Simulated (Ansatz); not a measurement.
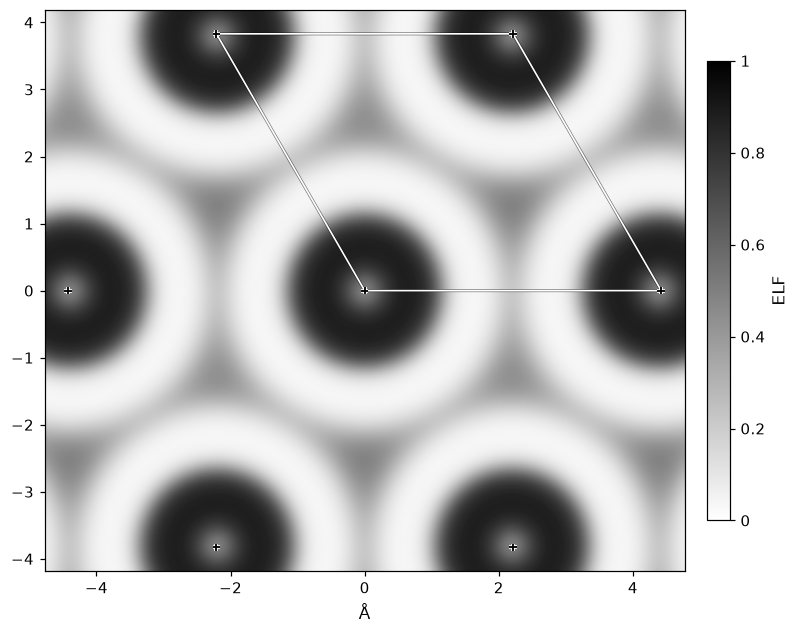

The electron localisation function on a plane through atoms (crosses mark nuclei in the plane).

All numbers below come from DFT PBE+D3(BJ), scalar-relativistic, plane waves, PAW (Ansatz 0.2.0).

Candidates:
A. PbS, a = 5.87 Å, b = 5.87 Å, c = 5.87 Å, α = 89.97°, β = 89.97°, γ = 89.97°. Space group Fm-3m; a structure from a database of computed crystals, not necessarily the ambient phase; changed on purpose from its base cell (volume × 0.97, shape and atoms relaxed).
B. K, a = 4.42 Å, b = 4.42 Å, c = 14.39 Å, α = 90.00°, β = 90.00°, γ = 120.00°. Space group P6₃/mmc; a structure from a database of computed crystals, not necessarily the ambient phase; changed on purpose from its base cell (volume × 0.88, shape and atoms relaxed).

**Which system is this?**

Candidate B: K on the (001) plane of the conventional cell, which holds K. K–K (4.42 Å): the ELF is about 0.20 at the midpoint (no shared electron pair shows on this line).
